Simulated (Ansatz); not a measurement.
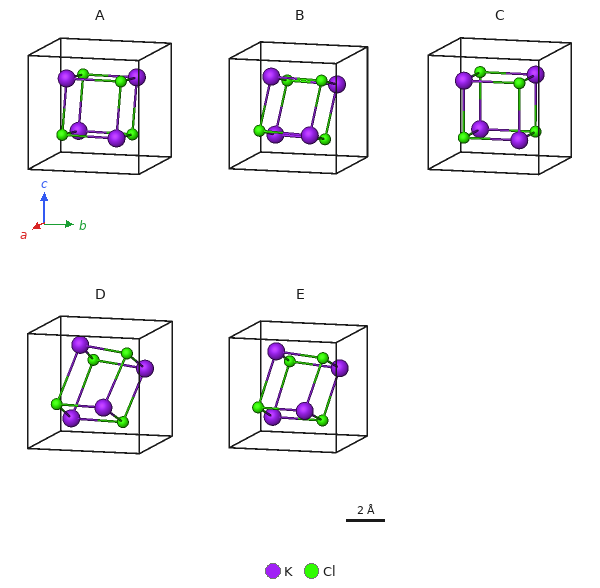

5 geometries from one relaxation of a crystal of KCl (built on the FeSi-198 type type), in shuffled order. Style: ball-and-stick. Shown: the cell of the calculation, slightly off an axis.

These are results of DFT, PBEsol, plane waves, PAW (Ansatz), not measurements. Set-up: plane-wave cutoff 420 eV; k-point mesh 4 × 4 × 4; occupations fermi dirac; smearing width 0.03 eV; no spin polarisation; cell and atoms relaxed; force threshold 0.01 eV/Å; at most 120 steps.

Put them in the order of the run, from the start to the converged end.

D, E, B, A, C. They are steps 0, 2, 4, 6, 9, at +192 meV per atom, +129 meV per atom, +76.2 meV per atom, +11.0 meV per atom relative to the last. The largest moves relative to the cell, 1.22 Å, are those of K atoms. Largest moves by element: K 1.22 Å, Cl 0.98 Å. The drawn cell changes as follows: a = b = c 6.284 → 6.244 Å (−0.6 %); the volume changes by −1.9 %. Near-neighbour distances that change, for instance: Cl–K 3.217 → 5.399 Å, Cl–K 3.524 → 3.122 Å, Cl–K 3.271 → 3.122 Å. Bonds break: Cl–K (3.22 → 5.40 Å). Among the angles between lasting bonds that change: Cl–K–Cl 135.2° → 179.8°, K–Cl–K 135.2° → 179.8°, K–Cl–K 114.6° → 90.1°. The space group stays P2_13 (No. 198). After 8 accepted moves (9 points after the start) the energy has fallen by 192 meV per atom. Largest force component: 0.15 eV/Å at the start, 0.0013 eV/Å at the end. The pressure goes from −1.87 to 0.00 GPa. The SCF was repeated once at an unchanged geometry on a basis and grid sized afresh for the cell, which shifted the energy by less than 0.05 meV per atom at most.
